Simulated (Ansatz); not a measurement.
Al

```xyz
4
Lattice="4.0764 0.0000 0.0000 0.0000 4.0764 0.0000 0.0000 0.0000 4.0764" Properties=species:S:1:pos:R:3 pbc="T T T"
Al    0.0000    0.0000    0.0000
Al    2.0382    2.0382    0.0000
Al    2.0382    0.0000    2.0382
Al    0.0000    2.0382    2.0382
```

Space group Fm-3m.

The calculation used Kohn-Sham DFT of a periodic cell, PBE, Ansatz PAW (Ansatz 0.2.0).

Core electrons are frozen (PAW), and the valence fields are smoothed inside the atomic spheres.

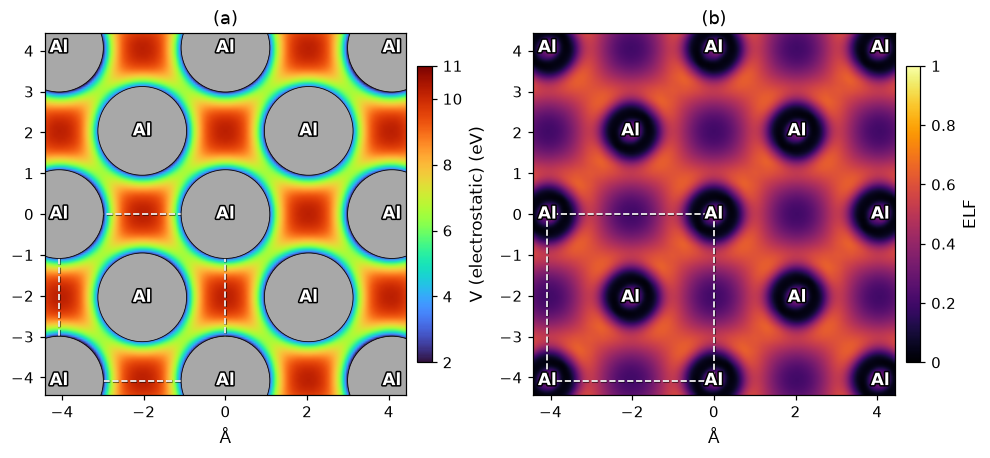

Figure 1. (a) electrostatic potential (local pseudopotential plus Hartree) felt by an electron; (b) electron localisation function on the (100) plane of the conventional cell. Grey discs cover the atomic cores in the potential map.

**What do the fields say about this system?**

The section cuts through Al sites. Al–Al (2.88 Å): the ELF peaks at about 0.65 between the atoms. Outside the cores the potential energy rises away from the atoms and is highest about 2.0 Å from the nearest atoms; its zero is arbitrary.

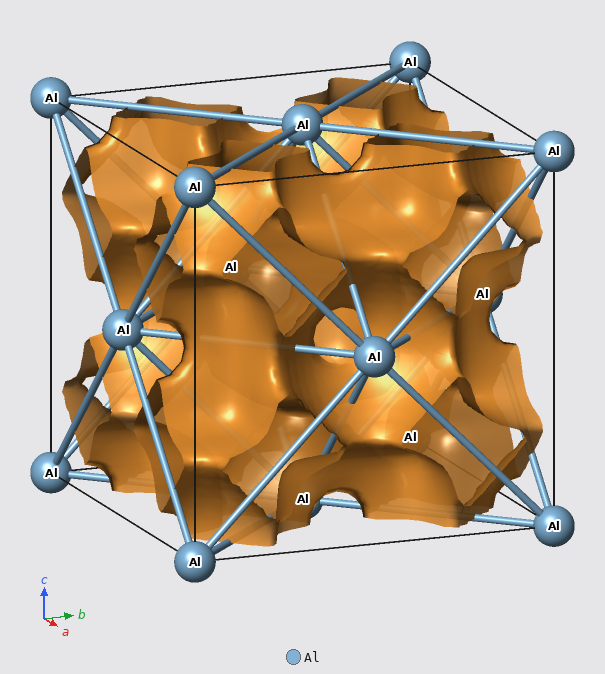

Figure 2. Isosurface of the electron localisation function at 0.55 (orange), seen slightly off an axis. Core shells and regions of very low density are left out. Sticks mark near contacts.

**Where are the electrons localised?**

At this value the surface marks out one network that runs through the whole crystal, counted in one cell of 4 atoms. Regions shared between cells count once. There are no localised bonds or lone pairs at this value.

**Does the calculation make it a metal, or give it a gap?**

It is gapless in this calculation (a metal or semimetal).
